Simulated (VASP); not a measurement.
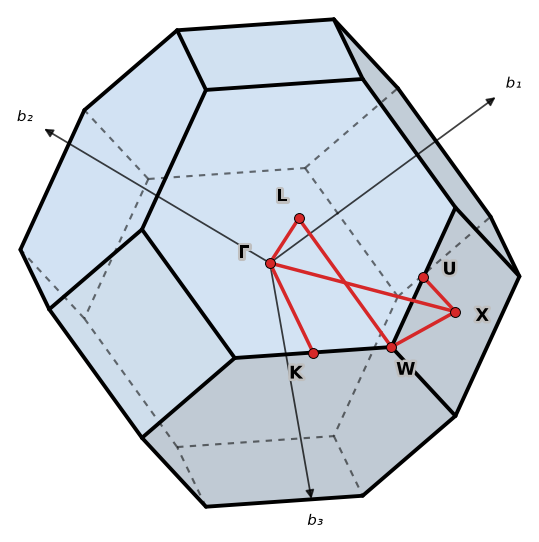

Crystal: GaAs, the geometry relaxed with VASP Kohn-Sham DFT of a periodic cell, r2SCAN with D4, VASP PAW PBE potentials, recommended (VASP 6.6.1). The first Brillouin zone and its special points. Geometry calculated from the standardised cell; symmetry tolerance 0.002 Å.

Space group F-43m, No. 216; a = 5.644 Å, b = 5.644 Å, c = 5.644 Å, α = 90.00°, β = 90.00°, γ = 90.00°.

Labels and path follow the convention of Hinuma et al. (2017), as computed by seekpath; the arrows show the directions of the reciprocal primitive vectors b₁, b₂, b₃, in which coordinates are given; lengths include the factor 2π.

Q: List the special points with their coordinates and distances from Γ.

A:
```csv
point,k₁,k₂,k₃,length of k (1/Å)
Γ,0,0,0,0.000
X,1/2,0,1/2,1.113
L,1/2,1/2,1/2,0.964
W,1/2,1/4,3/4,1.245
K,3/8,3/8,3/4,1.181
U,5/8,1/4,5/8,1.181
```

Q: What is the zone's volume?

A: (2π)³ over the primitive cell's volume of 44.95 Å³: 5.52 Å⁻³.
